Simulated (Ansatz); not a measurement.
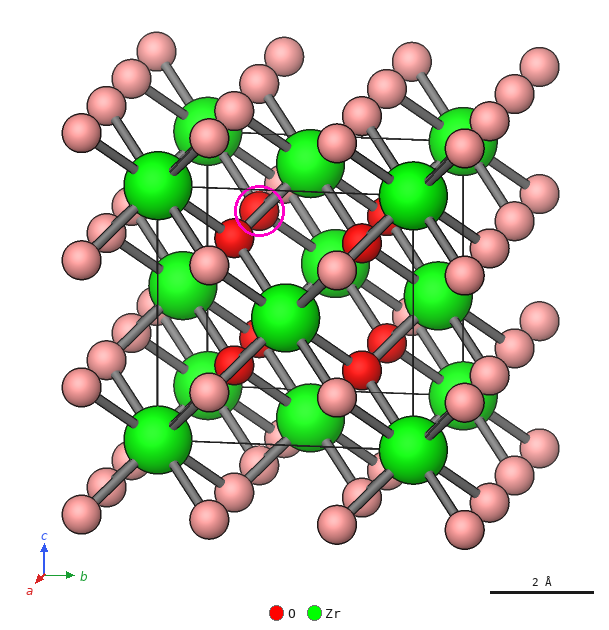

Shown here is a ball-and-stick view of the crystal, taken slightly off an axis. The lines enclose the drawn cell (a repeat of the simulation cell); boundary atoms appear with their images. Atoms of adjacent cells appear where they bond to atoms in the box, in fainter colours.

The lattice constants are a = 5.17 Å, b = 5.06 Å, c = 5.06 Å, α = 90.00°, β = 90.00°, γ = 90.00°.

Question: What is the chemical formula?

Answer: ZrO$_{2}$. The cell holds 4 Zr, 8 O, counting shared atoms by their share.

Question: Name the atom inside the ring and give its neighbours.

Answer: It is an oxygen atom, bonded to four Zr in a tetrahedral arrangement at about 2.2 Å.

Question: What lies around Zr?

Answer: Eight O in a cubic arrangement at about 2.2 Å. Not all metal-metal contacts are counted.

Question: What is the topology of the bonding, in broad terms?

Answer: The bonds build a three-dimensional framework.

Question: From which higher-symmetry structure does this one deviate slightly?

Answer: Strictly the space group is I4/mmm (No. 139, within 0.01 Å). It is a distorted form of a face-centred cubic structure, space group Fm-3m (No. 225) within 0.25 Å: fluorite (CaF₂ type).

Provenance: a structure type known for this compound. The cell was then strained or its atoms displaced on purpose. It was run through Ansatz as a DFT input.

At this level of theory the cell isn't at rest (stretched, at -5 GPa), so its distances can differ from those at equilibrium, the more so the softer the solid.
